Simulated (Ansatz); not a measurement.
**Mo: 5 runs along one coordinate**

System: Mo (P6/mmm, 1 atom in the cell).
Method: DFT r2SCAN, scalar-relativistic, plane waves, PAW, no spin polarisation (Ansatz 0.2.0).

The 5 runs differ only in the geometry, by a strain of the cell at fixed fractional positions. Against run 3, the strain is εxx = η and εyy = η. The structure derives from a Materials Project entry.

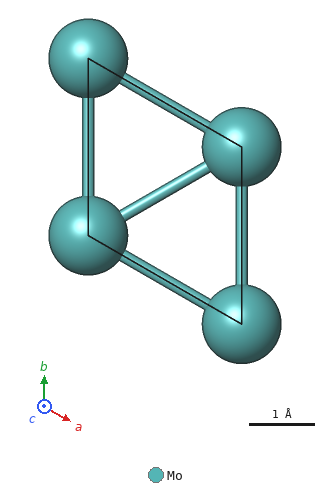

Figure 1. The structure of run 3 (ball-and-stick view of the cell of the calculation, along the c axis; atoms are numbered from 1 in the order of the input). An atom can appear more than once, as a periodic image.

## Input of run 3
```yaml
crystal:
  lattice:
    - [2.7488179334, 0.0, 0.0]
    - [-1.3744089667, 2.3805461607, 0.0]
    - [0.0, 0.0, 2.5719090449]
  atoms:
    - { symbol: Mo, position: [0.0, 0.0, 0.5] }
basis:
  ecutwfc: 500
kpoints:
  mp_grid: { grid: [24, 24, 24] }
hamiltonian:
  xc: r2scan
scf:
  occupations: { method: gaussian, width: 0.15 }
output:
  forces: true
  stress: true
  eigenvalues: true
```

Command:
```bash
ansatz run input.yaml --threads 2 --pin off --max-ram 5120MiB --backend cpu --events-out ev --progress --plain --runs-dir out
```

Lattice vectors (Å) and fractional positions of run 3:
```
   2.748818    0.000000    0.000000
  -1.374409    2.380546    0.000000
   0.000000    0.000000    2.571909
Mo  0.000000  0.000000  0.500000
```

Run 4 differs from it as follows:
```diff
-    - [2.7488179334, 0.0, 0.0]
-    - [-1.3744089667, 2.3805461607, 0.0]
+    - [2.7900502024, 0.0, 0.0]
+    - [-1.3950251012, 2.4162543531, 0.0]
```

## Results, with one run withheld

```csv
run,strain parameter η (%),"free energy per atom, from the lowest run given (meV)",pressure (GPa)
1,−3.0000,52.16,12.15
2,−1.5000,11.15,4.04
3,0.0000,0.00,−2.95
4,1.5000,?,?
5,3.0000,52.77,−13.97
```

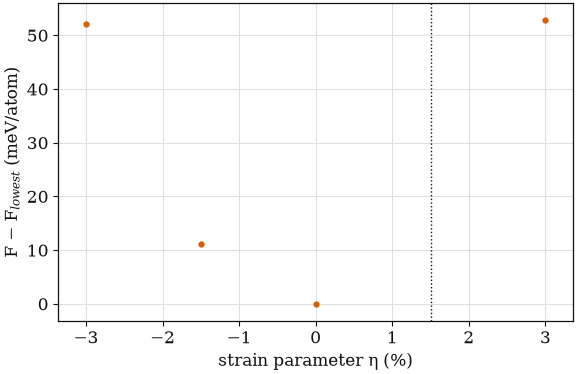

Figure 2. Free energy per atom of the runs given; the dotted line marks run 4.

What should run 4 give?

A quadratic polynomial in the coordinate, fitted to the 4 runs given, misses them by at most 1.06 meV per atom. With x = η + 0.3750, it reads F = −0.032486 − 4.2374 x + 5.9027 x² (meV per atom). At run 4 it gives 12.77 meV per atom, and the run itself gives 15.07. The fit has its minimum at η = −0.0161 %. The fit misses that run by 2.30 meV per atom.

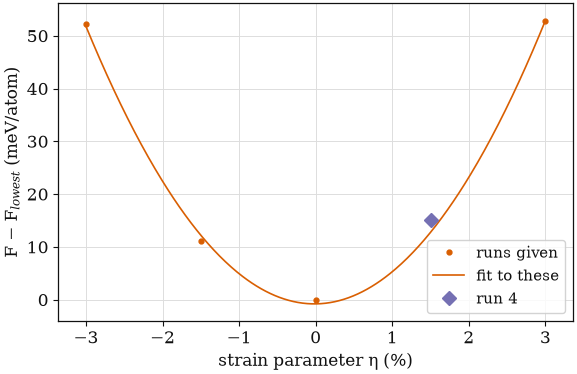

Figure 3. The fit and the withheld run.

## Output, shortened to warnings, some set-up lines, iterations and results (run 4)
```
Basis set: ecut = 500 eV, 417 PW (Γ), exchange–correlation on 96×96×80 points (64 copies of the dense FFT grid, shifted against one another)
Symmetry: 24 space group operations
k-points: 793 of 13824
Initial density: superposition of atomic densities (neutral atoms: chi_scale 0, normalization atom), corrected by the library's trained network
[...]
SCF iter   1: F=—  HF=-4966.646038 eV  |F-HF|=—  |Δ(HF+E_count)|=         —  Δρ=1.25e-2  dr2=1.69e-2  dr2_τ=1.56e-2  ethr=1.77e-3  ⟨swp⟩=5.0  Hψ=53218  notcnv=0
SCF iter   2: F=—  HF=-4966.645308 eV  |F-HF|=—  |Δ(HF+E_count)|=   7.30e-4  Δρ=6.73e-3  dr2=4.33e-3  dr2_τ=1.97e-4  ethr=1.21e-4  ⟨swp⟩=1.3  Hψ=16068  notcnv=0
SCF iter   3: F=—  HF=-4966.644981 eV  |F-HF|=—  |Δ(HF+E_count)|=   3.26e-4  Δρ=6.18e-4  dr2=2.62e-5  dr2_τ=1.81e-6  ethr=3.09e-5  ⟨swp⟩=2.9  Hψ=14068  notcnv=0
SCF iter   4: F=—  HF=-4966.645012 eV  |F-HF|=—  |Δ(HF+E_count)|=   3.08e-5  Δρ=1.36e-4  dr2=2.35e-6  dr2_τ=7.22e-7  ethr=1.87e-7  ⟨swp⟩=2.2  Hψ=13885  notcnv=0
SCF iter   5: F=—  HF=-4966.645012 eV  |F-HF|=—  |Δ(HF+E_count)|=   3.07e-7  Δρ=4.23e-5  dr2=1.34e-7  dr2_τ=2.09e-8  ethr=1.68e-8  ⟨swp⟩=2.3  Hψ=12942  notcnv=0
SCF iter   6: F=-4966.645012 eV  HF=-4966.645012 eV  |F-HF|=2.27e-8  |Δ(HF+E_count)|=   9.22e-8  Δρ=1.87e-5  dr2=1.84e-8  dr2_τ=3.25e-9  ethr=7.14e-10  ⟨swp⟩=4.9  Hψ=38254  …
SCF 1 converged in 6 iterations: F = -4966.645012 eV  dr2 = 1.84e-8
SCF converged after 6 iterations
Free energy (F): -4966.645012 eV
Harris-Foulkes:  -4966.645012 eV  (|F-HF|=2.27e-8)
Internal energy: -4966.633534 eV  (E = F + TS)
E sigma→0 (E₀):  -4966.639273 eV
Entropy (-TS):   -0.011478 eV (-11.478 meV/atom)
Fermi energy:    18.558655 eV
--- Per-component energies (eV) ---
  E_band       = -98.476969
  E_kinetic    = 439.127860
  E_local      = -890.784949  (includes V_loc(G=0)·N_el)
  E_nonlocal   = 143.892589
  E_hartree    = 296.114799
  E_xc         = -177.407863
  E_vxc        = -254.791273  (∫ρ·V_xc dr)
  E_paw        = -3217.654727  (= ΣΔE_a)
  E_vpaw       = -145.156936  (= ΣTr[D̂ρ^β])
  E_aug_tail   = 0.000003  (compensation charges beyond the density's cutoff)
  E_vtau       = 17.006509  (kinetic-family band-sum trace: ∫τ·v_τ [+ j·A + Jᵃ·Aᵃ] dr)
  E_ewald      = -1559.700042
  E_core_change = -0.221204  (= ΣΔE_core)
  E_smearing   = -0.011478  (= −TS)
  E_closure    = -0.000000  (closes the sum)
  Σ components = -4966.645012   (vs F -4966.645012, Δ=0.00e0)
--- Forces (eV/Å), atoms counted from 1 ---
  atom   1  Mo     0.00000000     0.00000000     0.00000000
  max |Σ_I F_I| component: 6.57e-32 eV/Å
--- Stress (GPa, compression-positive) ---
       -8.431398      -0.000000       0.000000
        0.000000      -8.431398       0.000000
        0.000000       0.000000      -9.882548
  P = ⅓ Tr σ = -8.9151 GPa (-89.151 kbar)
```
